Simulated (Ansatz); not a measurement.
# Ni: geometry relaxation (part 2 of 2)

The same run, continued: Ni (Fm-3m, 1 atom in the cell); DFT PBEsol, scalar-relativistic, plane waves, PAW, spin-polarised (Ansatz 0.2.0); cutoff 420 eV, 10×10×10 k-mesh, Gaussian smearing of 0.1 eV, collinear spins. The structure derives from an entry of the Crystallography Open Database.

What the program printed, continued:
```
SCF iter   1: F=—  HF=-5804.979085 eV  |F-HF|=—  |Δ(HF+E_count)|=         —  Δρ=5.97e-4 (↑3.77e-4 ↓5.97e-4)  dr2=5.81e-5  dr2_m=1.23e-6  M=0.723 μB ∫|m|=0.795 μB  β_m=0.65  ethr=3.31e-7  ⟨swp⟩=2.3  Hψ=7845  notcnv=0
preconditioner: auto → none  [metal: Δε(μ)=0.013 eV  Ē_g=17.308 eV  σ=0.100 eV  W_gap=0.07  n_scr=0 (ndim 8)  ℏωp=36.4 eV  f_vac=0.000  D(μ)=1.61/eV (n_scr^D=26)]
SCF iter   2: F=—  HF=-5804.979117 eV  |F-HF|=—  |Δ(HF+E_count)|=   3.25e-5  Δρ=9.05e-4 (↑7.74e-4 ↓9.05e-4)  dr2=1.51e-4  dr2_m=5.11e-7  M=0.723 μB ∫|m|=0.795 μB  β_m=0.27  ethr=3.23e-7  ⟨swp⟩=2.1  Hψ=2098  notcnv=0  recentre
SCF iter   3: F=—  HF=-5804.979068 eV  |F-HF|=—  |Δ(HF+E_count)|=   4.95e-5  Δρ=5.89e-5 (↑2.89e-5 ↓5.89e-5)  dr2=3.45e-7  dr2_m=8.84e-8  M=0.723 μB ∫|m|=0.795 μB  β_m=0.45  ethr=3.23e-7  ⟨swp⟩=2.3  Hψ=1914  notcnv=0
SCF iter   4: F=—  HF=-5804.979073 eV  |F-HF|=—  |Δ(HF+E_count)|=   5.72e-6  Δρ=9.39e-5 (↑3.13e-5 ↓9.39e-5)  dr2=8.92e-7  dr2_m=1.17e-7  M=0.723 μB ∫|m|=0.795 μB  β_m=0.45  ethr=1.92e-9  ⟨swp⟩=2.0  Hψ=2137  notcnv=0
SCF iter   5: F=—  HF=-5804.979074 eV  |F-HF|=—  |Δ(HF+E_count)|=   9.59e-7  Δρ=6.60e-5 (↑1.61e-5 ↓6.60e-5)  dr2=3.49e-7  dr2_m=7.98e-8  M=0.723 μB ∫|m|=0.795 μB  β_m=0.11  ethr=1.92e-9  ⟨swp⟩=1.8  Hψ=1632  notcnv=0
SCF iter   6: F=—  HF=-5804.979076 eV  |F-HF|=—  |Δ(HF+E_count)|=   1.32e-6  Δρ=2.08e-5 (↑2.08e-5 ↓1.18e-5)  dr2=5.62e-8  dr2_m=6.92e-9  M=0.723 μB ∫|m|=0.795 μB  β_m=0.45  ethr=1.92e-9  ⟨swp⟩=2.0  Hψ=1772  notcnv=0
SCF iter   7: F=-5804.979078 eV  HF=-5804.979078 eV  |F-HF|=2.68e-8  |Δ(HF+E_count)|=   2.67e-6  Δρ=1.64e-5 (↑8.05e-6 ↓1.64e-5)  dr2=3.68e-8  dr2_m=1.99e-9  M=0.724 μB ∫|m|=0.796 μB  ethr=3.12e-10  ⟨swp⟩=2.5  Hψ=4950  notcnv=0
SCF 4 converged in 7 iterations: F = -5804.979078 eV  dr2 = 3.68e-8
relax step   4: F+E_penalty+E_count = -5804.97907829 eV  Δ(F+E_penalty+E_count) = -3.565e-5 eV  max|allowed force component| = 0.000e0 eV/Å  Δτ_max = 0.0000 Å  P = +0.006 GPa  Ω = 10.410 Å³  energy of the carried Pulay correction = +1.701e-4 eV  (7 SCF iters, dr2 threshold 1.00e-7 eV, accepted)
Initial wavefunctions: pseudopotential atomic-orbital guess (no wavefunctions were taken with the density)
iter 1 solved again at ethr=1.02e-7 eV; its pass at ethr=3.10e-3 eV (dr2=1.84e-5 eV) is discarded
SCF iter   1: F=—  HF=-5804.978870 eV  |F-HF|=—  |Δ(HF+E_count)|=         —  Δρ=5.37e-5 (↑3.08e-5 ↓5.37e-5)  dr2=2.28e-7  dr2_m=3.00e-8  M=0.724 μB ∫|m|=0.796 μB  β_m=0.65  ethr=1.02e-7  ⟨swp⟩=2.6  Hψ=9873  notcnv=0
preconditioner: auto → none  [metal: Δε(μ)=0.013 eV  Ē_g=17.304 eV  σ=0.100 eV  W_gap=0.07  n_scr=0 (ndim 8)  ℏωp=36.4 eV  f_vac=0.000  D(μ)=1.60/eV (n_scr^D=26)]
SCF iter   2: F=—  HF=-5804.978869 eV  |F-HF|=—  |Δ(HF+E_count)|=   9.68e-7  Δρ=2.21e-5 (↑1.90e-5 ↓2.21e-5)  dr2=8.04e-8  dr2_m=8.50e-10  M=0.724 μB ∫|m|=0.796 μB  β_m=0.58  ethr=1.27e-9  ⟨swp⟩=2.0  Hψ=2134  notcnv=0
SCF iter   3: F=—  HF=-5804.978869 eV  |F-HF|=—  |Δ(HF+E_count)|=   1.06e-7  Δρ=3.97e-5 (↑2.28e-5 ↓3.97e-5)  dr2=2.18e-7  dr2_m=7.34e-9  M=0.724 μB ∫|m|=0.796 μB  β_m=0.58  ethr=4.47e-10  ⟨swp⟩=2.0  Hψ=1811  notcnv=0
SCF iter   4: F=—  HF=-5804.978869 eV  |F-HF|=—  |Δ(HF+E_count)|=   4.00e-8  Δρ=1.12e-5 (↑3.05e-6 ↓1.12e-5)  dr2=6.57e-9  dr2_m=3.60e-9  M=0.724 μB ∫|m|=0.796 μB  β_m=0.79  ethr=4.47e-10  ⟨swp⟩=2.1  Hψ=1821  notcnv=0
SCF iter   5: F=—  HF=-5804.978869 eV  |F-HF|=—  |Δ(HF+E_count)|=   6.70e-8  Δρ=5.75e-6 (↑9.08e-7 ↓5.75e-6)  dr2=2.14e-9  dr2_m=7.80e-10  M=0.724 μB ∫|m|=0.796 μB  β_m=0.89  ethr=3.65e-11  ⟨swp⟩=2.1  Hψ=1993  notcnv=0
SCF iter   6: F=—  HF=-5804.978869 eV  |F-HF|=—  |Δ(HF+E_count)|=   3.75e-9  Δρ=1.82e-6 (↑4.66e-7 ↓1.82e-6)  dr2=3.11e-10  dr2_m=4.86e-11  M=0.724 μB ∫|m|=0.796 μB  β_m=0.81  ethr=1.19e-11  ⟨swp⟩=2.2  Hψ=2139  notcnv=0
SCF iter   7: F=-5804.978869 eV  HF=-5804.978869 eV  |F-HF|=2.00e-11  |Δ(HF+E_count)|=  2.98e-10  Δρ=4.78e-7 (↑1.50e-7 ↓4.78e-7)  dr2=2.34e-11  dr2_m=2.85e-12  M=0.724 μB ∫|m|=0.796 μB  ethr=1.73e-12  ⟨swp⟩=2.2  Hψ=4202  notcnv=0
SCF 5 converged in 7 iterations: F = -5804.978869 eV  dr2 = 2.34e-11
relax step   5: F+E_penalty+E_count = -5804.97886896 eV  Δ(F+E_penalty+E_count) = +2.093e-4 eV  max|allowed force component| = 0.000e0 eV/Å  Δτ_max = 0.0000 Å  P = +0.031 GPa  Ω = 10.410 Å³  stress off target by 3.13e-2 GPa  SCF on the basis re-selected at this cell (its energy is not comparable with the rows above)  (7 SCF iters)
```

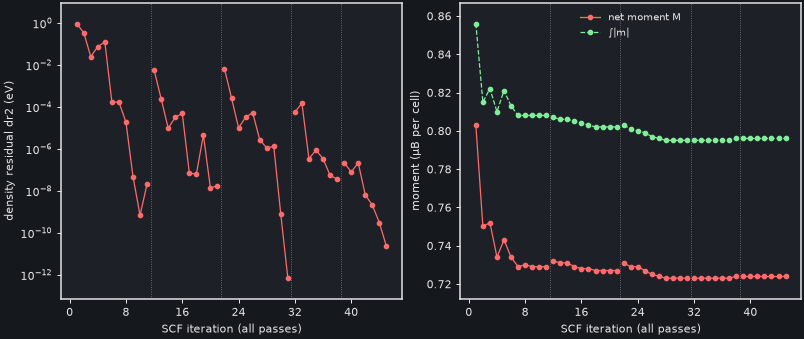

Figure 1. Convergence of the self-consistent field: density residual dr2 and magnetic moment against the SCF iteration. The dotted lines part the SCF passes of the relaxation: geometry steps, rejected trials and re-solves on a re-selected basis. The 5 passes take 7 to 11 iterations each, 45 in all. The net moment stays at 0.7 μB per cell.

```
basis re-selected at this cell: Δ(F+E_penalty+E_count) = +2.093e-4 eV, ΔP = +0.026 GPa vs the last step (what re-selecting the basis moved, of the pressure what is left beyond the Pulay correction that the steps carried, after the strain that the cell walked since its last selection, with what the two solves' SCF thresholds leave and, on support functions, any second-order correction that the steps lacked; it is no measure of the basis error at this ecutwfc). This SCF's stress stands 3.13e-2 GPa from its target on what of the cell is left free (relax.cell.stress_tol is 5.00e-1 GPa) and its largest allowed force component is 0.00e0 eV/Å (relax.f_tol is 5.00e-2 eV/Å): within both
SCF converged after 7 iterations
Magnetization: 0.7236 μB (9.3618 up, 8.6382 down)
Absolute magnetization: 0.7965 μB (∫|ρ↑−ρ↓|, with the PAW one-centre terms)
Spin contamination: 0.0060 ħ² per cell (⟨S²⟩ above its minimum at these occupations)
Per-site moments (μB) at R_I (Å): [(0.7556374929960626, 1.010997965404981)]
Free energy (F): -5804.978869 eV
Harris-Foulkes:  -5804.978869 eV  (|F-HF|=2.00e-11)
Internal energy: -5804.970865 eV  (E = F + TS)
E sigma→0 (E₀):  -5804.974867 eV
Entropy (-TS):   -0.008004 eV (-8.004 meV/atom)
Fermi energy:    19.045454 eV
--- Per-component energies (eV) ---
  E_band       = -269.677656
  E_kinetic    = 283.042678
  E_local      = -3361.704708  (includes V_loc(G=0)·N_el)
  E_nonlocal   = 635.637345
  E_hartree    = 1402.383337
  E_xc         = -84.887429
  E_vxc        = -109.872578  (∫ρ·V_xc dr)
  E_paw        = -1593.953633  (= ΣΔE_a)
  E_vpaw       = -521.547926  (= ΣTr[D̂ρ^β])
  E_aug_tail   = 0.000490  (compensation charges beyond the density's cutoff)
  E_ewald      = -3085.686235
  E_core_change = 0.197289  (= ΣΔE_core)
  E_smearing   = -0.008004  (= −TS)
  E_closure    = -0.000000  (closes the sum)
  Σ components = -5804.978869   (vs F -5804.978869, Δ=0.00e0)
--- Forces (eV/Å), atoms counted from 1 ---
  atom   1  Ni     0.00000000     0.00000000    -0.00000000
  max |Σ_I F_I| component: 3.08e-32 eV/Å
--- Stress (GPa, compression-positive) ---
        0.031347      -0.000000      -0.000000
       -0.000000       0.031347      -0.000000
       -0.000000      -0.000000       0.031347
  P = ⅓ Tr σ = 0.0313 GPa (0.313 kbar)
--- Band table (eV; the first three rows and the last of 94) ---
  k-point 0 ↑: bands = ["-84.4843", "-44.8611", "-44.8611", "-44.8611", "9.5307", "16.3916", "16.3916", "16.3916", "17.6597", "17.6597", "42.8221", "47.1235", "47.1235", "47.1235"]
  k-point 1 ↑: bands = ["-84.4803", "-44.8862", "-44.8647", "-44.8647", "9.9323", "16.2869", "16.4800", "16.4800", "17.6248", "17.6248", "41.2238", "44.3123", "46.3176", "46.3176"]
  k-point 2 ↑: bands = ["-84.4699", "-44.9514", "-44.8740", "-44.8740", "11.0678", "16.0786", "16.6256", "16.6256", "17.6341", "17.6341", "36.2914", "43.4281", "45.3062", "45.3062"]
  k-point 46 ↓: bands = ["-83.4908", "-44.1460", "-44.0983", "-44.0467", "15.2778", "15.9261", "16.9097", "18.3751", "19.4741", "25.6384", "28.7031", "29.2960", "30.9662", "46.9835"]
--- Relaxed structure (4 steps of the walk, 4 accepted, 1 SCFs on fresh bases) ---
  F+E_penalty+E_count = -5804.97886896 eV   max|allowed force component| = 0.000e0 eV/Å   (the final SCF, on the basis selected at the relaxed cell)
  cell:  # Å, volume = 10.4103 Å³
    - [-4.6176810200604487e-35, 1.7330509505543383, 1.7330509505543383]
    - [1.7330509505543383, -8.737766769286976e-35, 1.7330509505543383]
    - [1.7330509505543383, 1.7330509505543383, 2.2491290613953183e-35]
  atoms:
    - { symbol: Ni, position: [0.0, 0.0, 0.0] }
--- Löwdin populations: 1 site ---
  site symbol       q [e]    m [muB]
     0     Ni     17.7749     0.7527
  spilling = 0.012507 (of n_electrons = 18.000000)
```

File populations.tsv:
```
# site	symbol	l	j	q_up	q_dn
# orbitals = lowdin
# n_electrons = 18.000000
# spilling = 0.012507
0	Ni	0_3S	-	0.997793	0.997864
0	Ni	0_4S	-	0.483188	0.480441
0	Ni	1_3P	-	2.999066	2.998908
0	Ni	2_3D	-	4.783739	4.033884
```

Trajectory as extended XYZ (Å, eV, eV/Å), 5 frames, from step=1 to step=5:
```
1
Lattice="0.0000 1.7619 1.7619 1.7619 0.0000 1.7619 1.7619 1.7619 0.0000" Properties=species:S:1:pos:R:3:forces:R:3 step=1 energy=-5804.96140 pressure_GPa=-10.11
Ni    0.0000    0.0000    0.0000    0.0000   0.0000   0.0000
1
Lattice="0.0000 1.7469 1.7469 1.7469 0.0000 1.7469 1.7469 1.7469 0.0000" Properties=species:S:1:pos:R:3:forces:R:3 step=2 energy=-5804.97483 pressure_GPa=-5.18
Ni    0.0000    0.0000    0.0000    0.0000   0.0000   0.0000
1
Lattice="0.0000 1.7317 1.7317 1.7317 0.0000 1.7317 1.7317 1.7317 0.0000" Properties=species:S:1:pos:R:3:forces:R:3 step=3 energy=-5804.97904 pressure_GPa=0.56
Ni    0.0000    0.0000    0.0000    0.0000   0.0000   0.0000
1
Lattice="0.0000 1.7331 1.7331 1.7331 0.0000 1.7331 1.7331 1.7331 0.0000" Properties=species:S:1:pos:R:3:forces:R:3 step=4 energy=-5804.97908 pressure_GPa=0.01
Ni    0.0000    0.0000    0.0000    0.0000   0.0000   0.0000
1
Lattice="0.0000 1.7331 1.7331 1.7331 0.0000 1.7331 1.7331 1.7331 0.0000" Properties=species:S:1:pos:R:3:forces:R:3 step=5 energy=-5804.97887 pressure_GPa=0.03
Ni    0.0000    0.0000    0.0000    0.0000   0.0000   0.0000
```

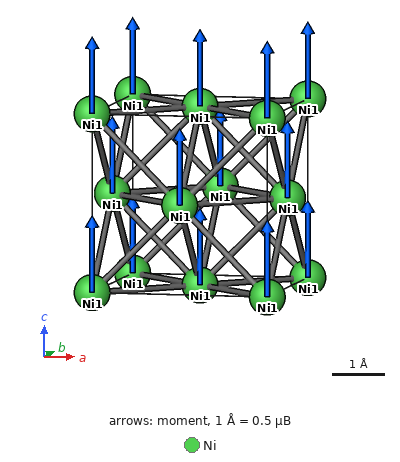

Figure 2. Magnetic moments of the sites as blue arrows (ball-and-stick view of the cell 4 times as large as that of the calculation, set on its symmetry axes, seen slightly off an axis; atoms are numbered from 1 in the order of the input); small moments hardly show. The run is collinear, so the axis drawn is arbitrary. Site moments: Ni1 (0.76 μB). They are counted near the atoms and needn't add up to the moment of the cell.

This output came from the following input.

The input:
```yaml
crystal:
  lattice:
    - [0.0, 1.761935, 1.761935]
    - [1.761935, 0.0, 1.761935]
    - [1.761935, 1.761935, 0.0]
  atoms:
    - { symbol: Ni, position: [0.0, 0.0, 0.0], spin: 0.81 }
basis:
  ecutwfc: 420
kpoints:
  mp_grid: { grid: [10, 10, 10] }
hamiltonian:
  xc: pbesol
scf:
  occupations: { method: gaussian, width: 0.1 }
output:
  forces: true
  stress: true
  eigenvalues: true
  populations: true
magnetization:
  spin_polarized: true
relax:
  adjacent_minimum: "off"
  f_tol: 0.05
  max_steps: 80
  cell: { stress_tol: 0.5 }
```

Launch command:
```bash
ansatz run input.yaml --threads 4 --pin off --max-ram 11264MiB --backend cpu --events-out ev --progress --plain --runs-dir out
```

Key numbers:

```tsv
quantity	value
outcome	converged
space group (tolerance 0.01 Å)	Fm-3m (225)
electrons treated	18
free energy	−5804.9789 eV
Fermi energy	19.045 eV
gap on the k-point mesh	none (metallic)
net moment of the cell	0.72 μB
integrated absolute moment	0.80 μB
pressure	0.03 GPa
final volume	10.41 Å³
largest force (length of the vector) at the end	under 0.001 eV/Å
final cell	a = 2.451 Å, b = 2.451 Å, c = 2.451 Å, α = 60.00°, β = 60.00°, γ = 60.00°
hardware	4 threads of AMD EPYC (Zen 3), 32 GiB of memory available, shared host
wall time	3.4 s (CPU time 9.9 s)
peak memory	0.33 GiB
```
